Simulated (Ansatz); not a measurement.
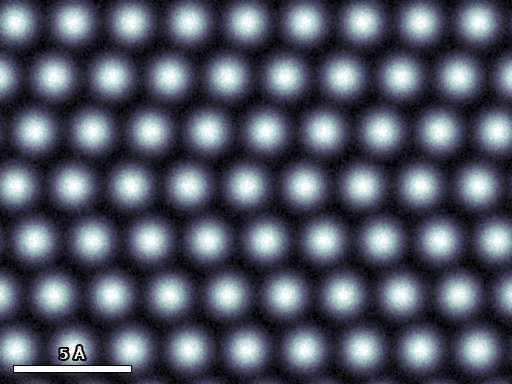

Dark-field STEM-like image of Ti (Fm-3m, No. 225) along [110]. Simulated incoherent Z contrast: every atom adds Z^1.7 spread by a probe of 1.13 Å full width; channelling and multiple scattering are left out. The probe carries 15 % of its weight in a tail 2.5 times as wide. The display is stretched by a gamma of 0.65; percentages refer to the linear signal. Shot noise was added.

One planar defect was built into the perfect crystal by geometry alone, without relaxation. Host structure: the end point of a relaxation with Ansatz, DFT, PBEsol, plane waves (420 eV) with PAW, scalar-relativistic; the starting structure was generated, so it need not be a known form of this composition.

> Find the planar defect and say what kind it is.

A twin boundary runs horizontally about 8 Å below the top edge. The part above it is the mirror image of the part below, so slanted rows of columns change direction there; the row on the boundary belongs to both.
